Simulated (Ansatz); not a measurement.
## Run report: HfO2, geometry relaxation (part 2 of 2)

Continued. System: HfO2 (Fm-3m, 3 atoms in the cell). Method: DFT PBE+D3(BJ), scalar-relativistic, plane waves, PAW, no spin polarisation (Ansatz 0.2.0); cutoff 420 eV, 8×8×8 k-mesh, Gaussian smearing of 0.02 eV. The structure derives from an entry of the Crystallography Open Database.

Geometry of the input (Å; fractional positions):
```
0.0000  2.5575  2.5575
2.5575  0.0000  2.5575
2.5575  2.5575  0.0000
Hf 0.0000  0.0000  0.0000
O  0.2500  0.2500  0.2500
O  0.7500  0.7500  0.7500
```

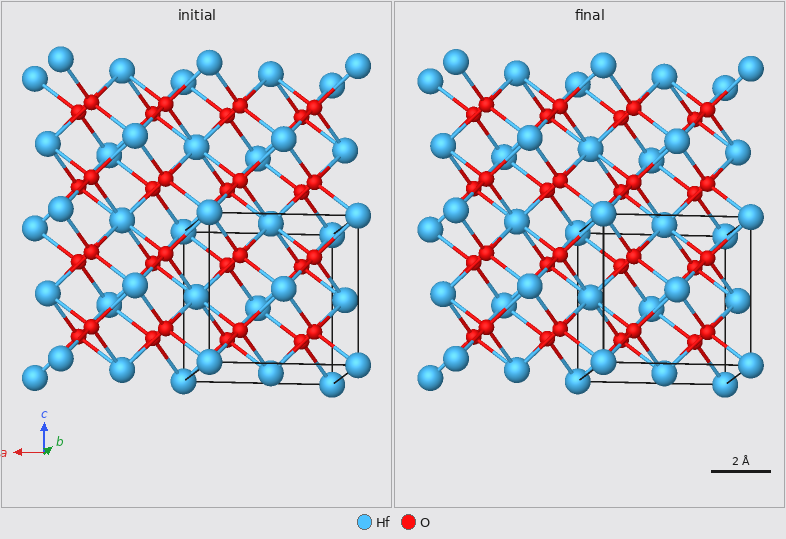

Fig. 1: Before (left) and after (right) the relaxation, at one scale (ball-and-stick view of the cell 4 times as large as that of the calculation, set on its symmetry axes, repeated 2 × 1 × 2, seen at an oblique angle). Over 4 geometry steps the energy falls by 15.8 meV per cell of the calculation. All forces vanish by symmetry, so only the cell relaxes. Pressure: −5.99 GPa at the start and −0.01 GPa at the end. 1 further SCF at an unchanged geometry re-selected the plane-wave basis for the new cell. No atom moves by more than 0.005 Å relative to the cell. The drawn cell changes as follows: a = b = c 5.115 → 5.073 Å (−0.8 %); the volume changes by −2.4 %. Distances before and after: Hf1–O2 2.215 → 2.197 Å. The space group stays Fm-3m (No. 225). The energy change given includes the shifts at the re-selections in mid-walk, which come without any move. A last SCF at the same geometry on a re-selected plane-wave basis shifts the energy by +0.1 meV per cell of the calculation. (Atoms are counted from 1 in the order of the input.)

```
basis re-selected at this cell: Δ(F+E_penalty+E_count) = +1.373e-4 eV, ΔP = -0.004 GPa vs the last step (what re-selecting the basis moved, of the pressure what is left beyond the Pulay correction that the steps carried, after the strain that the cell walked since its last selection, with what the two solves' SCF thresholds leave and, on support functions, any second-order correction that the steps lacked; it is no measure of the basis error at this ecutwfc). This SCF's stress stands 1.43e-2 GPa from its target on what of the cell is left free (relax.cell.stress_tol is 5.00e-2 GPa) and its largest allowed force component is 1.21e-17 eV/Å (relax.f_tol is 5.00e-3 eV/Å): within both
SCF converged after 6 iterations
Free energy (F): -16862.122087 eV
Harris-Foulkes:  -16862.122087 eV  (|F-HF|=3.64e-12)
Internal energy: -16862.122087 eV  (E = F + TS)
E sigma→0 (E₀):  -16862.122087 eV
Fermi energy:    17.915243 eV
--- Per-component energies (eV) ---
  E_band       = 52.264041
  E_kinetic    = 772.139834
  E_local      = -5740.582385  (includes V_loc(G=0)·N_el)
  E_nonlocal   = -1147.259576
  E_hartree    = 2633.916462
  E_xc         = -447.951997
  E_vxc        = -455.095854  (∫ρ·V_xc dr)
  E_paw        = -7242.723363  (= ΣΔE_a)
  E_vpaw       = 1355.224044  (= ΣTr[D̂ρ^β])
  E_aug_tail   = 0.005017  (compensation charges beyond the density's cutoff)
  E_ewald      = -5688.948530
  E_disp       = -0.717550  (pairwise vdW)
  E_smearing   = -0.000000  (= −TS)
  E_closure    = -0.000000  (closes the sum)
  Σ components = -16862.122087   (vs F -16862.122087, Δ=0.00e0)
--- Forces (eV/Å), atoms counted from 1 ---
  atom   1  Hf    -0.00000000    -0.00000000     0.00000000
  atom   2  O      0.00000000     0.00000000     0.00000000
  atom   3  O      0.00000000    -0.00000000    -0.00000000
  max |Σ_I F_I| component: 3.47e-18 eV/Å
--- Stress (GPa, compression-positive) ---
       -0.014318       0.000000      -0.000000
        0.000000      -0.014318      -0.000000
       -0.000000       0.000000      -0.014318
  P = ⅓ Tr σ = -0.0143 GPa (-0.143 kbar)
--- Band table (eV; the first three rows and the last of 29) ---
  k-point 0: bands = ["-45.0168", "-13.5541", "-13.5541", "-13.5541", "-2.7411", "0.1057", "5.0930", "5.0930", "5.0930", "5.1595", "5.1595", "5.1595", "5.3662", "10.6404", "10.6404", "10.6404", "15.4082", "15.4082", "15.4082", "19.9030", "19.9030", "21.7944", "26.4361"]
  k-point 1: bands = ["-45.0148", "-13.6229", "-13.5616", "-13.5616", "-2.5354", "-0.0362", "5.0962", "5.0962", "5.0969", "5.1538", "5.1538", "5.1596", "5.3199", "10.7943", "10.7943", "11.0706", "14.9466", "15.1216", "15.1216", "20.1895", "20.1895", "22.4038", "25.7411"]
  k-point 2: bands = ["-45.0098", "-13.7824", "-13.5796", "-13.5796", "-2.0493", "-0.3266", "5.1026", "5.1026", "5.1093", "5.1426", "5.1426", "5.1600", "5.2384", "11.1704", "11.1704", "12.0591", "14.0309", "14.6003", "14.6003", "20.6186", "20.6186", "23.0417", "25.2246"]
  k-point 28: bands = ["-44.9982", "-13.8532", "-13.8532", "-13.6813", "-0.8116", "-0.8116", "5.1191", "5.1212", "5.1230", "5.1275", "5.1275", "5.1501", "5.1501", "10.7237", "10.9287", "13.4362", "13.4362", "14.5844", "15.8154", "20.8324", "21.1772", "23.0937", "23.0937"]
--- Relaxed structure (5 steps of the walk, 5 accepted, 2 SCFs on fresh bases) ---
  F+E_penalty+E_count = -16862.12208728 eV   max|allowed force component| = 1.214e-17 eV/Å   (the final SCF, on the basis selected at the relaxed cell)
  cell:  # Å, volume = 32.6366 Å³
    - [4.137999397027318e-34, 2.5364421885515838, 2.5364421885515838]
    - [2.5364421885515838, 3.5966161185321605e-34, 2.5364421885515838]
    - [2.5364421885515838, 2.5364421885515838, -4.4902966039892385e-34]
  atoms:
    - { symbol: Hf, position: [-1.6579232586116979e-35, 5.318591665994843e-35, -1.4550748362606102e-35] }
    - { symbol: O, position: [0.25, 0.25, 0.25] }
    - { symbol: O, position: [0.7499999999999999, 0.7499999999999999, 0.7499999999999999] }
```

**Trajectory as extended XYZ (Å, eV, eV/Å), 7 frames, from step=1 to step=7**
```
3
Lattice="0.0000 2.5575 2.5575 2.5575 0.0000 2.5575 2.5575 2.5575 0.0000" Properties=species:S:1:pos:R:3:forces:R:3 step=1 energy=-16862.10646 pressure_GPa=-5.99
Hf    0.0000    0.0000    0.0000    0.0000   0.0000   0.0000
O     1.2788    1.2788    1.2788    0.0000   0.0000   0.0000
O     3.8363    3.8363    3.8363    0.0000   0.0000   0.0000
3
Lattice="0.0000 2.5322 2.5322 2.5322 0.0000 2.5322 2.5322 2.5322 0.0000" Properties=species:S:1:pos:R:3:forces:R:3 step=2 energy=-16862.12613 pressure_GPa=1.52
Hf    0.0000    0.0000    0.0000    0.0000   0.0000   0.0000
O     1.2661    1.2661    1.2661    0.0000   0.0000   0.0000
O     3.7983    3.7983    3.7983    0.0000   0.0000   0.0000
3
Lattice="0.0000 2.5372 2.5372 2.5372 0.0000 2.5372 2.5372 2.5372 0.0000" Properties=species:S:1:pos:R:3:forces:R:3 step=3 energy=-16862.12594 pressure_GPa=-0.06
Hf    0.0000    0.0000    0.0000    0.0000   0.0000   0.0000
O     1.2686    1.2686    1.2686    0.0000   0.0000   0.0000
O     3.8058    3.8058    3.8058    0.0000   0.0000   0.0000
3
Lattice="0.0000 2.5370 2.5370 2.5370 0.0000 2.5370 2.5370 2.5370 0.0000" Properties=species:S:1:pos:R:3:forces:R:3 step=4 energy=-16862.12598 pressure_GPa=0.00
Hf    0.0000    0.0000    0.0000    0.0000   0.0000   0.0000
O     1.2685    1.2685    1.2685    0.0000   0.0000   0.0000
O     3.8056    3.8056    3.8056    0.0000   0.0000   0.0000
3
Lattice="0.0000 2.5370 2.5370 2.5370 0.0000 2.5370 2.5370 2.5370 0.0000" Properties=species:S:1:pos:R:3:forces:R:3 step=5 energy=-16862.12208 pressure_GPa=-0.20
Hf    0.0000    0.0000    0.0000    0.0000   0.0000   0.0000
O     1.2685    1.2685    1.2685    0.0000   0.0000   0.0000
O     3.8056    3.8056    3.8056    0.0000   0.0000   0.0000
3
Lattice="0.0000 2.5364 2.5364 2.5364 0.0000 2.5364 2.5364 2.5364 0.0000" Properties=species:S:1:pos:R:3:forces:R:3 step=6 energy=-16862.12222 pressure_GPa=-0.01
Hf    0.0000    0.0000    0.0000    0.0000   0.0000   0.0000
O     1.2682    1.2682    1.2682    0.0000   0.0000   0.0000
O     3.8047    3.8047    3.8047    0.0000   0.0000   0.0000
3
Lattice="0.0000 2.5364 2.5364 2.5364 0.0000 2.5364 2.5364 2.5364 0.0000" Properties=species:S:1:pos:R:3:forces:R:3 step=7 energy=-16862.12209 pressure_GPa=-0.01
Hf    0.0000    0.0000    0.0000    0.0000   0.0000   0.0000
O     1.2682    1.2682    1.2682    0.0000   0.0000   0.0000
O     3.8047    3.8047    3.8047    0.0000   0.0000   0.0000
```

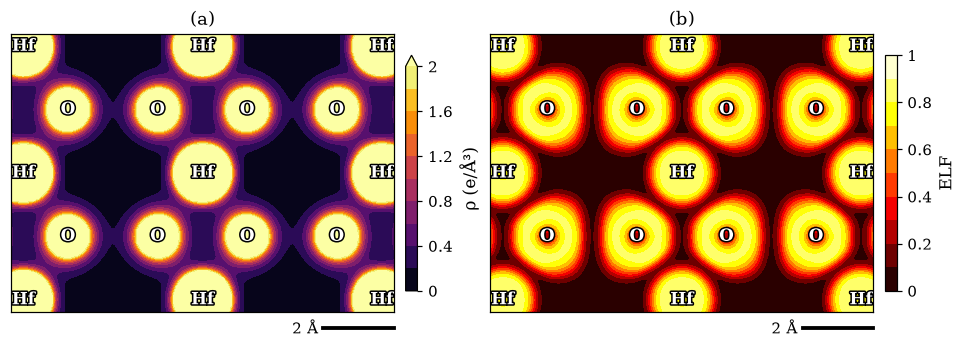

Fig. 2: (a) valence charge density (pseudo); (b) electron localisation function on the (101) plane of the conventional cell. Atoms in the plane: Hf and O. Hf–O (2.20 Å): the density is about 0.57 e/Å³ at the midpoint; the ELF peaks at about 0.85 in the valence shell of O, 0.6 Å from its nucleus, and drops to about 0.15 between the two atoms. Away from the nuclei the density in this plane falls to 0.02 e/Å³ at its lowest. The strong features right at Hf lie inside the PAW spheres (semicore, d or f shells) and say nothing about bonding. The fields are those of the smooth PAW valence density.

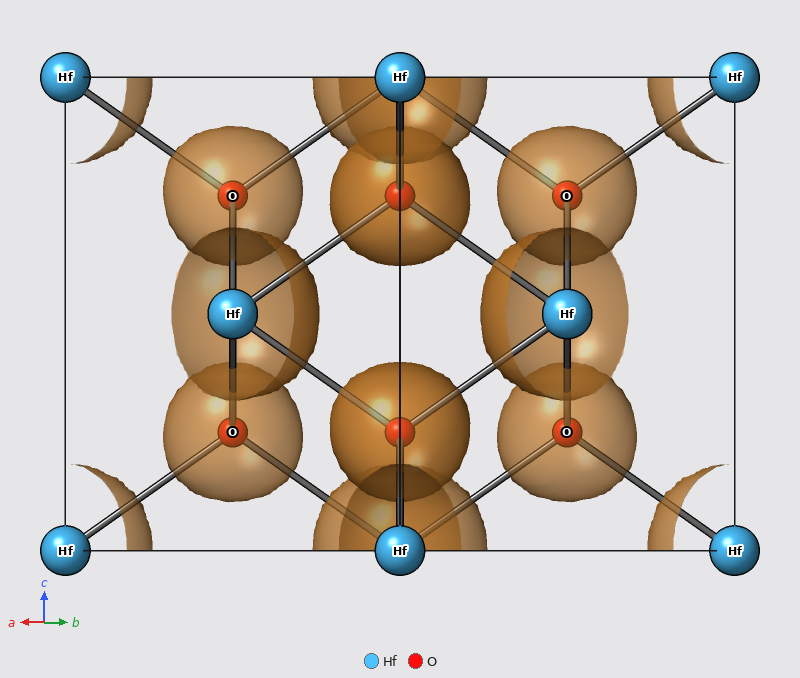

Fig. 3: Isosurface of the valence electron density at 1 e/Å³ (orange), seen along [110]. Sticks mark near contacts. The outline is the cell set on symmetry axes. At this value the density breaks into separate islands; it holds about 80 % of the electrons treated as valence (semicore included). It is pinched off along the Hf–O (2.20 Å) contacts. On the grid the lowest density along these lines, outside the cores, is 0.55 e/Å³ (Hf–O, 2.20 Å).

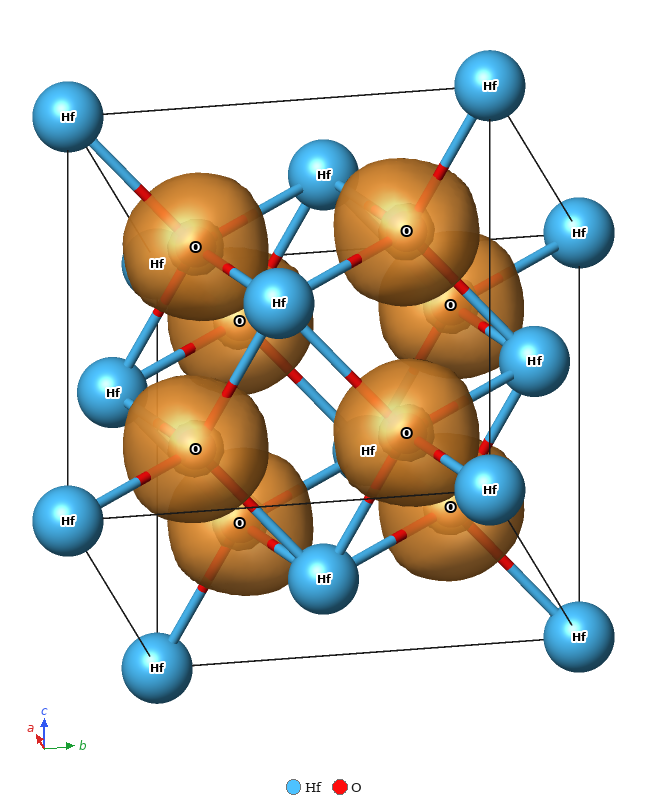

Fig. 4: Isosurface of the ELF at 0.65 (orange), seen at an oblique angle. Core shells and regions of very low density are left out. Sticks mark near contacts. The outline is the cell set on symmetry axes. Profiles from the grid: Hf–O (2.20 Å): the ELF peaks at about 0.85 in the valence shell of O, 0.6 Å from its nucleus, and drops to about 0.15 between the two atoms.

**Key numbers**

```csv
quantity,value
outcome,converged
space group (tolerance 0.01 Å),Fm-3m (225)
electrons treated,38
free energy,−16862.1221 eV
Fermi energy,17.915 eV
gap on the k-point mesh,3.78 eV
pressure,−0.01 GPa
final volume,32.64 Å³
largest force (length of the vector) at the end,under 0.001 eV/Å
final cell,"a = 3.587 Å, b = 3.587 Å, c = 3.587 Å, α = 60.00°, β = 60.00°, γ = 60.00°"
wall time,1.4 s (CPU time 6.4 s)
peak memory,0.4 GiB
```

**Notes**

Spin–orbit coupling is left out, which matters for Hf.
